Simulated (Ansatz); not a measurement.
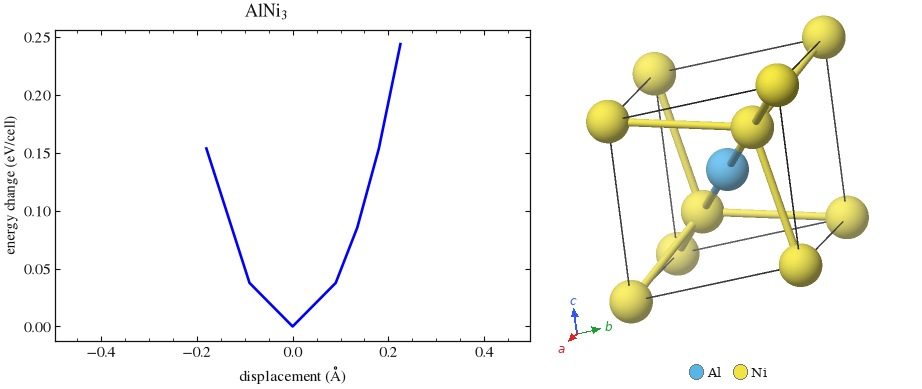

The picture above shows the energy change against displacement for AlNi₃, space group Fm-3m (No. 225). The cell is drawn beside the plot.

Starting cell:
```yaml
crystal:
  lattice:
    - [0.00000, 2.79841, 2.79841]
    - [2.79841, 0.00000, 2.79841]
    - [2.79841, 2.79841, 0.00000]
  atoms:
    - { symbol: Al, position: [0.50000, 0.50000, 0.50000] }
    - { symbol: Ni, position: [0.25000, 0.25000, 0.25000] }
    - { symbol: Ni, position: [0.00000, 0.00000, 0.00000] }
    - { symbol: Ni, position: [0.75000, 0.75000, 0.75000] }
```

Calculation (Ansatz 0.2.0): one atom of a crystal moved along a line, all else fixed, by plane-wave density functional theory with PAW datasets, free energies less that of the undisturbed cell; scalar-relativistic. Level: PBEsol, no spin polarisation.

```csv
setting,value
wave cutoff,420 eV
k mesh,14×14×14
occupations,Gaussian
smearing width,0.15 eV
k shift,"(0, 0, 0) (mesh steps)"
start,relaxed
moved atom,1
direction,"(-0.5774, -0.5774, -0.5774) (Cartesian unit vector)"
```

The points at displacement −0.36, −0.18, 0.09, 0.27 and 0.45 follow from computed ones by symmetry.

The points at displacement −0.450 Å, −0.360 Å, −0.270 Å, 0.270 Å, 0.315 Å, 0.360 Å, 0.405 Å and 0.450 Å are left out of the plot. What values does the calculation give there?

| displacement (Å) | energy change (eV/cell) |
| --- | --- |
| −0.450 | 1.11 |
| −0.360 | 0.67 |
| −0.270 | 0.36 |
| 0.270 | 0.36 |
| 0.315 | 0.50 |
| 0.360 | 0.67 |
| 0.405 | 0.87 |
| 0.450 | 1.11 |

Note: no spin polarisation, a magnetic state may lie lower.
